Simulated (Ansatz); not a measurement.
**Geometry relaxation of AlNi₃ (part 2 of 2)**

Continued. System: AlNi₃ (Pm-3m, 4 atoms in the cell). Method: DFT r2SCAN, scalar-relativistic, plane waves, PAW, spin-polarised (Ansatz 0.2.0); cutoff 500 eV, 12×12×12 k-mesh, Gaussian smearing of 0.1 eV, collinear spins. The structure was made by swapping elements on the sites of another compound; it need not be a known phase. It belongs to a series of runs on one base structure; here: In -> Al, Pt -> Ni on all its sites, cell and atoms relaxed.

Geometry of the input (Å; fractional positions):
```
3.5283  0.0000  0.0000
0.0000  3.5283  0.0000
0.0000  0.0000  3.5283
Al 0.0000  0.0000  0.0000
Ni 0.5000  0.5000  0.0000
Ni 0.0000  0.5000  0.5000
Ni 0.5000  0.0000  0.5000
```

Output, continued
```
SCF iter   1: F=—  HF=-18077.983256 eV  |F-HF|=—  |Δ(HF+E_count)|=         —  Δρ=7.54e-5 (↑5.12e-5 ↓7.54e-5)  dr2=3.69e-6  dr2_τ=5.67e-9  dr2_m=6.67e-8  M=0.904 μB ∫|m|=1.350 μB  β_m=1.00  ethr=1.12e-8  ⟨swp⟩=4.6  Hψ=43175  notcnv=0
preconditioner: auto → none  [metal: Δε(μ)=0.014 eV  Ē_g=8.002 eV  σ=0.100 eV  W_gap=0.08  n_scr=6 (ndim 8)  ℏωp=32.2 eV  f_vac=0.002  D(μ)=2.15/eV (n_scr^D=18)]
SCF iter   2: F=—  HF=-18077.983261 eV  |F-HF|=—  |Δ(HF+E_count)|=   5.36e-6  Δρ=1.04e-4 (↑7.39e-5 ↓1.04e-4)  dr2=8.01e-6  dr2_τ=2.34e-8  dr2_m=1.04e-7  M=0.905 μB ∫|m|=1.351 μB  β_m=1.00  ethr=6.48e-9  ⟨swp⟩=2.1  Hψ=8898  notcnv=0  κ⁻¹=1.0e0(r=1)
SCF iter   3: F=—  HF=-18077.983259 eV  |F-HF|=—  |Δ(HF+E_count)|=   1.89e-6  Δρ=5.32e-5 (↑3.64e-5 ↓5.32e-5)  dr2=2.03e-6  dr2_τ=2.53e-9  dr2_m=3.21e-8  M=0.905 μB ∫|m|=1.351 μB  β_m=1.00  ethr=6.48e-9  ⟨swp⟩=2.0  Hψ=7693  notcnv=0  κ⁻¹=2.7e-4(r=2)
SCF iter   4: F=—  HF=-18077.983259 eV  |F-HF|=—  |Δ(HF+E_count)|=   5.10e-7  Δρ=2.64e-5 (↑1.85e-5 ↓2.64e-5)  dr2=5.03e-7  dr2_τ=6.52e-10  dr2_m=7.13e-9  M=0.905 μB ∫|m|=1.351 μB  β_m=1.00  ethr=3.56e-9  ⟨swp⟩=1.0  Hψ=5884  notcnv=0  κ⁻¹=4.5e-5(r=3)
SCF iter   5: F=—  HF=-18077.983259 eV  |F-HF|=—  |Δ(HF+E_count)|=   9.15e-8  Δρ=1.65e-5 (↑1.19e-5 ↓1.65e-5)  dr2=1.96e-7  dr2_τ=2.82e-10  dr2_m=2.50e-9  M=0.905 μB ∫|m|=1.350 μB  β_m=1.00  ethr=8.82e-10  ⟨swp⟩=1.0  Hψ=5883  notcnv=0  κ⁻¹=1.2e-6(r=4)
SCF iter   6: F=—  HF=-18077.983259 eV  |F-HF|=—  |Δ(HF+E_count)|=   9.98e-9  Δρ=8.55e-6 (↑6.12e-6 ↓8.55e-6)  dr2=5.03e-8  dr2_τ=9.28e-11  dr2_m=6.99e-10  M=0.905 μB ∫|m|=1.350 μB  β_m=1.00  ethr=3.45e-10  ⟨swp⟩=1.1  Hψ=5915  notcnv=0  κ⁻¹=2.9e-7(r=5)
SCF iter   7: F=—  HF=-18077.983259 eV  |F-HF|=—  |Δ(HF+E_count)|=  6.18e-10  Δρ=6.34e-6 (↑4.78e-6 ↓6.34e-6)  dr2=2.83e-8  dr2_τ=6.13e-11  dr2_m=2.99e-10  M=0.905 μB ∫|m|=1.350 μB  β_m=1.00  ethr=8.83e-11  ⟨swp⟩=1.4  Hψ=5982  notcnv=0  κ⁻¹=3.2e-5(r=5)
SCF iter   8: F=—  HF=-18077.983258 eV  |F-HF|=—  |Δ(HF+E_count)|=   8.18e-7  Δρ=3.58e-5 (↑2.21e-5 ↓3.58e-5)  dr2=7.36e-7  dr2_τ=5.52e-9  dr2_m=2.29e-8  M=0.905 μB ∫|m|=1.351 μB  β_m=1.00  ethr=4.97e-11  ⟨swp⟩=2.1  Hψ=10671  notcnv=0  κ⁻¹=1.0e-3(r=6)
SCF iter   9: F=—  HF=-18077.983259 eV  |F-HF|=—  |Δ(HF+E_count)|=   8.49e-7  Δρ=1.24e-5 (↑8.77e-6 ↓1.24e-5)  dr2=1.18e-7  dr2_τ=1.31e-10  dr2_m=1.47e-9  M=0.905 μB ∫|m|=1.350 μB  β_m=1.00  ethr=4.97e-11  ⟨swp⟩=2.0  Hψ=10687  notcnv=0
Mixer restart at iter 9: flushing history
SCF iter  10: F=—  HF=-18077.983259 eV  |F-HF|=—  |Δ(HF+E_count)|=   1.33e-8  Δρ=2.09e-6 (↑2.09e-6 ↓1.81e-6)  dr2=2.68e-9  dr2_τ=2.17e-10  dr2_m=1.26e-11  M=0.905 μB ∫|m|=1.350 μB  β_m=1.00  ethr=4.97e-11  ⟨swp⟩=2.0  Hψ=10634  notcnv=0  κ⁻¹=1.0e0(r=1)
SCF iter  11: F=—  HF=-18077.983259 eV  |F-HF|=—  |Δ(HF+E_count)|=  1.93e-10  Δρ=1.26e-6 (↑6.48e-7 ↓1.26e-6)  dr2=1.08e-9  dr2_τ=2.25e-12  dr2_m=4.75e-11  M=0.905 μB ∫|m|=1.350 μB  β_m=1.00  ethr=4.70e-12  ⟨swp⟩=2.4  Hψ=10536  notcnv=0  κ⁻¹=7.2e-4(r=2)
SCF iter  12: F=—  HF=-18077.983259 eV  |F-HF|=—  |Δ(HF+E_count)|=   4.70e-9  Δρ=9.81e-7 (↑4.51e-7 ↓9.81e-7)  dr2=5.67e-10  dr2_τ=1.44e-12  dr2_m=3.71e-11  M=0.905 μB ∫|m|=1.350 μB  β_m=1.00  ethr=1.89e-12  ⟨swp⟩=2.0  Hψ=8320  notcnv=0  κ⁻¹=4.7e-5(r=3)
SCF iter  13: F=—  HF=-18077.983259 eV  |F-HF|=—  |Δ(HF+E_count)|=   7.00e-9  Δρ=3.45e-7 (↑1.47e-7 ↓3.45e-7)  dr2=2.71e-11  dr2_τ=2.23e-13  dr2_m=1.08e-11  M=0.905 μB ∫|m|=1.350 μB  β_m=1.00  ethr=1.00e-12  ⟨swp⟩=2.0  Hψ=10657  notcnv=0  κ⁻¹=3.1e-6(r=4)
SCF iter  14: F=—  HF=-18077.983259 eV  |F-HF|=—  |Δ(HF+E_count)|=  5.93e-10  Δρ=1.61e-7 (↑6.03e-8 ↓1.61e-7)  dr2=5.67e-12  dr2_τ=4.62e-14  dr2_m=1.99e-12  M=0.905 μB ∫|m|=1.350 μB  β_m=1.00  ethr=1.00e-12  ⟨swp⟩=2.1  Hψ=8265  notcnv=0  κ⁻¹=8.5e-7(r=5)
SCF iter  15: F=-18077.983259 eV  HF=-18077.983259 eV  |F-HF|=0.00e0  |Δ(HF+E_count)|=  1.09e-10  Δρ=1.60e-7 (↑4.32e-8 ↓1.60e-7)  dr2=1.25e-11  dr2_τ=3.10e-14  dr2_m=1.52e-12  M=0.905 μB ∫|m|=1.350 μB  ethr=1.00e-12  ⟨swp⟩=3.1  Hψ=22486  notcnv=0
at 2 of the mixer's solves, the last at iteration 8, it left a direction of its history that read negative out of its fit and stepped the other way along it
SCF 4 converged in 15 iterations: F = -18077.983259 eV  dr2 = 1.25e-11
relax step   4: F+E_penalty+E_count = -18077.98325890 eV  Δ(F+E_penalty+E_count) = +7.473e-5 eV  max|allowed force component| = 5.226e-30 eV/Å  Δτ_max = 0.0000 Å  P = -0.002 GPa  Ω = 43.845 Å³  stress off target by 2.03e-3 GPa  SCF on the basis re-selected at this cell (its energy is not comparable with the rows above)  (15 SCF iters)
```

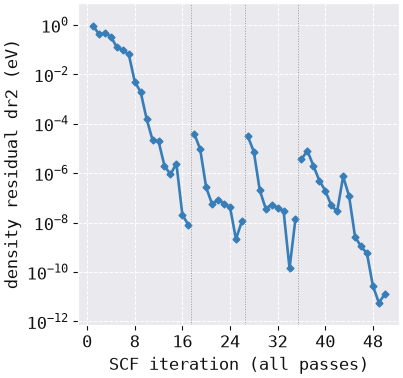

*Convergence of the self-consistent field: density residual dr2 against the SCF iteration. The dotted lines part the SCF passes of the relaxation: geometry steps, rejected trials and re-solves on a re-selected basis.*

The passes take 17, 9, 9 and 15 iterations.

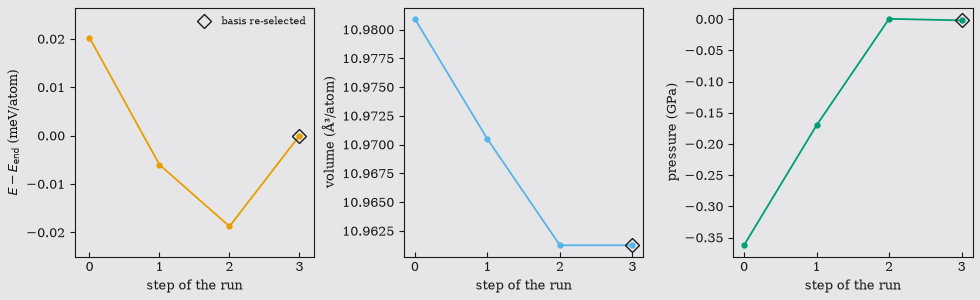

*Progress of the relaxation, step by step (the first geometry is step 0 here and step 1 in the log).*

Over 2 geometry steps the energy falls by next to nothing (0.0 meV per atom). All forces vanish by symmetry, so only the cell relaxes. The pressure goes from −0.36 to 0.00 GPa. The atoms keep their places relative to the cell (all moves are under 0.005 Å). A last SCF at the same geometry on a re-selected plane-wave basis shifts the energy by +0.0 meV per atom.

```
basis re-selected at this cell: Δ(F+E_penalty+E_count) = +7.473e-5 eV, ΔP = -0.003 GPa vs the last step (what re-selecting the basis moved, of the pressure what is left beyond the Pulay correction that the steps carried, after the strain that the cell walked since its last selection, with what the two solves' SCF thresholds leave and, on support functions, any second-order correction that the steps lacked; it is no measure of the basis error at this ecutwfc). This SCF's stress stands 2.03e-3 GPa from its target on what of the cell is left free (relax.cell.stress_tol is 1.00e-1 GPa) and its largest allowed force component is 5.23e-30 eV/Å (relax.f_tol is 1.00e-2 eV/Å): within both
SCF converged after 15 iterations
Stability not checked: this state was not tested for a lower state beside it, because the mixer in use, unlike msr1, does not test its closes by its own steps (another_mixer; see scf.mixing.algorithm and scf.lower_state_search)
Magnetization: 0.9047 μB (28.9523 up, 28.0477 down)
Absolute magnetization: 1.3502 μB (∫|ρ↑−ρ↓|, with the PAW one-centre terms)
Spin contamination: 0.0416 ħ² per cell (⟨S²⟩ above its minimum at these occupations)
Per-site moments (μB) at R_I (Å): [(-0.031911299677541465, 1.028526905187826), (0.36236018920337026, 1.028526905187826), (0.3623601892033697, 1.028526905187826), (0.3623601892033703, 1.028526905187826)]
Free energy (F): -18077.983259 eV
Harris-Foulkes:  -18077.983259 eV  (|F-HF|=0.00e0)
Internal energy: -18077.972537 eV  (E = F + TS)
E sigma→0 (E₀):  -18077.977898 eV
Entropy (-TS):   -0.010722 eV (-2.680 meV/atom)
Fermi energy:    16.313564 eV
--- Per-component energies (eV) ---
  E_band       = -982.414350
  E_kinetic    = 877.537319
  E_local      = -11898.825546  (includes V_loc(G=0)·N_el)
  E_nonlocal   = 1930.497214
  E_hartree    = 5078.111368
  E_xc         = -276.010797
  E_vxc        = -387.241268  (∫ρ·V_xc dr)
  E_paw        = -5407.620332  (= ΣΔE_a)
  E_vpaw       = -1688.748818  (= ΣTr[D̂ρ^β])
  E_aug_tail   = 0.000684  (compensation charges beyond the density's cutoff)
  E_vtau       = 28.142825  (kinetic-family band-sum trace: ∫τ·v_τ [+ j·A + Jᵃ·Aᵃ] dr)
  E_ewald      = -8380.702134
  E_core_change = -0.960314  (= ΣΔE_core)
  E_smearing   = -0.010722  (= −TS)
  E_closure    = 0.000000  (closes the sum)
  Σ components = -18077.983259   (vs F -18077.983259, Δ=0.00e0)
--- Forces (eV/Å), atoms counted from 1 ---
  atom   1  Al     0.00000000    -0.00000000    -0.00000000
  atom   2  Ni    -0.00000000     0.00000000     0.00000000
  atom   3  Ni    -0.00000000     0.00000000     0.00000000
  atom   4  Ni    -0.00000000    -0.00000000     0.00000000
  max |Σ_I F_I| component: 1.54e-29 eV/Å
--- Stress (GPa, compression-positive) ---
       -0.002031      -0.000000       0.000000
       -0.000000      -0.002031       0.000000
        0.000000       0.000000      -0.002031
  P = ⅓ Tr σ = -0.0020 GPa (-0.020 kbar)
--- Band table (eV; the first three rows and the last of 168) ---
  k-point 0 ↑: bands = ["-90.8029", "-90.7692", "-90.7692", "-49.7894", "-49.7894", "-49.7894", "-49.6634", "-49.6634", "-49.6634", "-49.6325", "-49.6325", "-49.6325", "5.5805", "11.4646", "12.1713", "12.1713", "12.5013", "12.5013", "12.5013", "14.5882", "14.5882", "14.5882", "15.4350", "15.4350", "15.7801", "15.8880", "15.8880", "15.8880", "17.1230", "17.1230", "17.1230", "23.0834", "23.0834", "24.2140", "29.3852"]
  k-point 1 ↑: bands = ["-90.8024", "-90.7697", "-90.7692", "-49.7880", "-49.7880", "-49.7871", "-49.6638", "-49.6638", "-49.6635", "-49.6350", "-49.6334", "-49.6334", "5.6713", "11.4946", "12.1200", "12.2283", "12.5176", "12.5176", "12.5220", "14.5394", "14.5394", "14.5656", "15.3859", "15.4361", "15.6936", "15.6936", "15.7478", "15.8881", "16.7373", "17.4325", "17.4325", "23.0736", "23.4118", "24.4944", "28.8864"]
  k-point 2 ↑: bands = ["-90.8009", "-90.7712", "-90.7692", "-49.7843", "-49.7843", "-49.7804", "-49.6650", "-49.6650", "-49.6638", "-49.6424", "-49.6359", "-49.6359", "5.9415", "11.5322", "11.9773", "12.3929", "12.5647", "12.5647", "12.5811", "14.4019", "14.4019", "14.5014", "15.2214", "15.3697", "15.3697", "15.4358", "15.6545", "15.8883", "15.9618", "18.0993", "18.0993", "23.0445", "23.7743", "25.5978", "27.5410"]
  k-point 83 ↓: bands = ["-90.1514", "-90.1514", "-90.1514", "-49.1871", "-49.1871", "-49.1871", "-49.1349", "-49.0539", "-49.0539", "-49.0539", "-48.9382", "-48.9382", "10.2207", "12.2335", "12.2335", "12.2335", "13.8028", "13.8028", "13.8028", "14.4076", "14.4076", "14.4076", "14.8266", "14.8266", "14.8266", "15.2494", "15.2494", "15.7584", "16.5199", "16.5199", "16.5199", "20.2017", "20.8373", "20.8373", "20.8373"]
--- Relaxed structure (3 steps of the walk, 3 accepted, 1 SCFs on fresh bases) ---
  F+E_penalty+E_count = -18077.98325890 eV   max|allowed force component| = 5.226e-30 eV/Å   (the final SCF, on the basis selected at the relaxed cell)
  cell:  # Å, volume = 43.8450 Å³
    - [3.5261980571690907, 2.0061770254033706e-36, 8.024708101613482e-36]
    - [2.0061770254033706e-36, 3.5261980571690907, 0.0]
    - [-8.024708101613482e-36, 0.0, 3.5261980571690907]
  atoms:
    - { symbol: Al, position: [2.989032446964996e-46, 5.6859481198390796e-37, 2.8429740602608485e-37] }
    - { symbol: Ni, position: [0.5, 0.5, 2.8429740596816587e-37] }
    - { symbol: Ni, position: [6.823137744312653e-36, 0.5, 0.5] }
    - { symbol: Ni, position: [0.5, 2.2743792481031834e-36, 0.5] }
--- Löwdin populations: 4 sites ---
  site symbol       q [e]    m [muB]
     0     Al      3.5674    -0.0943
     1     Ni     17.6159     0.3556
     2     Ni     17.6159     0.3556
     3     Ni     17.6159     0.3556
  spilling = 0.010259 (of n_electrons = 57.000000)
```

File populations.tsv
```
# site	symbol	l	j	q_up	q_dn
# orbitals = lowdin
# n_electrons = 57.000000
# spilling = 0.010259
0	Al	0_3S	-	0.574540	0.579772
0	Al	1_3P	-	1.162002	1.251067
1	Ni	0_3S	-	0.993434	0.993625
1	Ni	0_4S	-	0.359626	0.376487
1	Ni	1_3P	-	2.997180	2.997431
1	Ni	2_3D	-	4.635538	4.262629
2	Ni	0_3S	-	0.993434	0.993625
2	Ni	0_4S	-	0.359626	0.376487
2	Ni	1_3P	-	2.997180	2.997431
2	Ni	2_3D	-	4.635538	4.262629
3	Ni	0_3S	-	0.993434	0.993625
3	Ni	0_4S	-	0.359626	0.376487
3	Ni	1_3P	-	2.997180	2.997431
3	Ni	2_3D	-	4.635538	4.262629
```

Trajectory as extended XYZ (Å, eV, eV/Å), 4 frames, from step=1 to step=4
```
4
Lattice="3.5283 0.0000 0.0000 0.0000 3.5283 0.0000 0.0000 0.0000 3.5283" Properties=species:S:1:pos:R:3:forces:R:3 step=1 energy=-18077.98318 pressure_GPa=-0.36
Al    0.0000    0.0000    0.0000    0.0000   0.0000   0.0000
Ni    1.7642    1.7642    0.0000    0.0000   0.0000   0.0000
Ni    0.0000    1.7642    1.7642    0.0000   0.0000   0.0000
Ni    1.7642    0.0000    1.7642    0.0000   0.0000   0.0000
4
Lattice="3.5272 0.0000 0.0000 0.0000 3.5272 0.0000 0.0000 0.0000 3.5272" Properties=species:S:1:pos:R:3:forces:R:3 step=2 energy=-18077.98328 pressure_GPa=-0.17
Al    0.0000    0.0000    0.0000    0.0000   0.0000   0.0000
Ni    1.7636    1.7636    0.0000    0.0000   0.0000   0.0000
Ni    0.0000    1.7636    1.7636    0.0000   0.0000   0.0000
Ni    1.7636    0.0000    1.7636    0.0000   0.0000   0.0000
4
Lattice="3.5262 0.0000 0.0000 0.0000 3.5262 0.0000 0.0000 0.0000 3.5262" Properties=species:S:1:pos:R:3:forces:R:3 step=3 energy=-18077.98333 pressure_GPa=0.00
Al    0.0000    0.0000    0.0000    0.0000   0.0000   0.0000
Ni    1.7631    1.7631    0.0000    0.0000   0.0000   0.0000
Ni    0.0000    1.7631    1.7631    0.0000   0.0000   0.0000
Ni    1.7631    0.0000    1.7631    0.0000   0.0000   0.0000
4
Lattice="3.5262 0.0000 0.0000 0.0000 3.5262 0.0000 0.0000 0.0000 3.5262" Properties=species:S:1:pos:R:3:forces:R:3 step=4 energy=-18077.98326 pressure_GPa=-0.00
Al    0.0000    0.0000    0.0000    0.0000   0.0000   0.0000
Ni    1.7631    1.7631    0.0000    0.0000   0.0000   0.0000
Ni    0.0000    1.7631    1.7631    0.0000   0.0000   0.0000
Ni    1.7631    0.0000    1.7631    0.0000   0.0000   0.0000
```

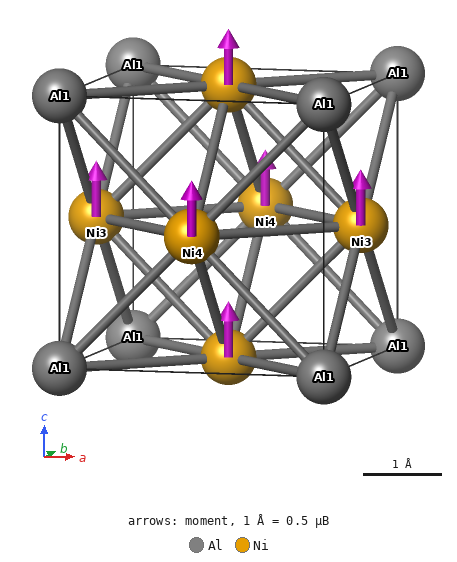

*Magnetic moments of the sites as pink arrows (ball-and-stick view of the cell of the calculation, seen slightly off an axis; atoms are numbered from 1 in the order of the input); small moments hardly show. The run is collinear, so the axis drawn is arbitrary.*

Site moments: all 3 Ni atoms (0.36 μB). They are counted near the atoms and needn't add up to the moment of the cell.

Summary

| quantity | value |
| --- | --- |
| outcome | converged |
| space group (tolerance 0.01 Å) | Pm-3m (221) |
| electrons treated | 57 |
| free energy | −18077.9833 eV |
| Fermi energy | 16.314 eV |
| gap on the k-point mesh | none (metallic) |
| net moment of the cell | 0.90 μB |
| integrated absolute moment | 1.35 μB |
| pressure | 0.00 GPa |
| final volume | 43.85 Å³ |
| largest force (length of the vector) at the end | under 0.001 eV/Å |
| final cell | a = 3.526 Å, b = 3.526 Å, c = 3.526 Å, α = 90.00°, β = 90.00°, γ = 90.00° |
| wall time | 3.6 min |
| peak memory | 0.6 GiB |

Notes

The electronic state found may not be the lowest one.
